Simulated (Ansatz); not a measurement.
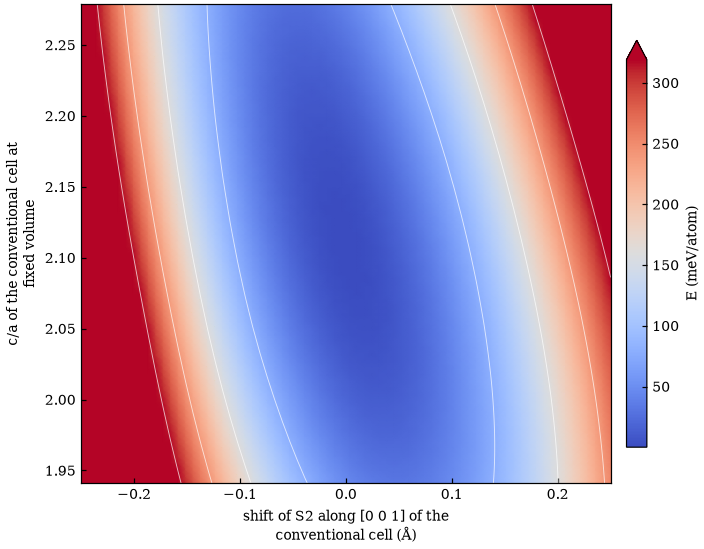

Energy landscape of MoS2 (P-6m2, No. 187; 3 atoms in the cell). The energy is mapped over a free internal coordinate and the cell. First axis: shift of S2 along [0 0 1] of the conventional cell, Cartesian (0 0 1), its symmetry partners moved as symmetry demands (measured in the relaxed cell). Second axis: c/a of the conventional cell at fixed volume. Nothing is relaxed (all other coordinates fixed). The scan uses a 7 × 7 grid. Points are written as (first, second). All energies are given in meV/atom relative to the lowest grid point. The band gap closes in part of the range. The calculation used Ansatz, DFT PBE+D3(BJ), scalar-relativistic, plane waves, PAW. Settings: cutoff 420 eV, k-mesh 12×12×4 in the order of the run's cell vectors, gaussian smearing 0.05 eV, no spin polarisation.

In the figure: a smooth colour map with a few white contour lines, one colour for all values above the top of the scale. Between grid points the surface is interpolated. 

**What does the map say about the system?**

The lowest grid point is at (0.000 Å, 2.110). No other kind of well shows on this grid. The highest grid point, (−0.250 Å, 1.941), lies 671 meV/atom above the lowest.

The input of one point:

```yaml
crystal:
  lattice:
    - [3.1494351579, 0.0, 0.0]
    - [-1.574717579, 2.7274908543, 0.0]
    - [0.0, 0.0, 6.6448340996]
  atoms:
    - { symbol: Mo, position: [0.0, 0.0, 0.0] }
    - { symbol: S, position: [0.3333333333, 0.6666666667, 0.2357940733] }
    - { symbol: S, position: [0.3333333333, 0.6666666667, 0.7642059267] }
basis:
  ecutwfc: 420
kpoints:
  mp_grid: { grid: [12, 12, 4] }
hamiltonian:
  xc: pbe
  dispersion: d3bj
scf:
  occupations: { method: gaussian, width: 0.05 }
output:
  forces: true
  stress: true
  eigenvalues: true
  write_density: true
  write_potential: true
  elf: true
  volumetric_format: npy
```

Each point was launched as `ansatz run input.yaml --threads 1 --pin off --max-ram 2048MiB --backend cpu --events-out ev --progress --plain --runs-dir out`. Time for the 49 points that were run: 4.1 min on 1 thread of AMD EPYC 7R43 64-Core Processor (Zen 3), on a shared host.
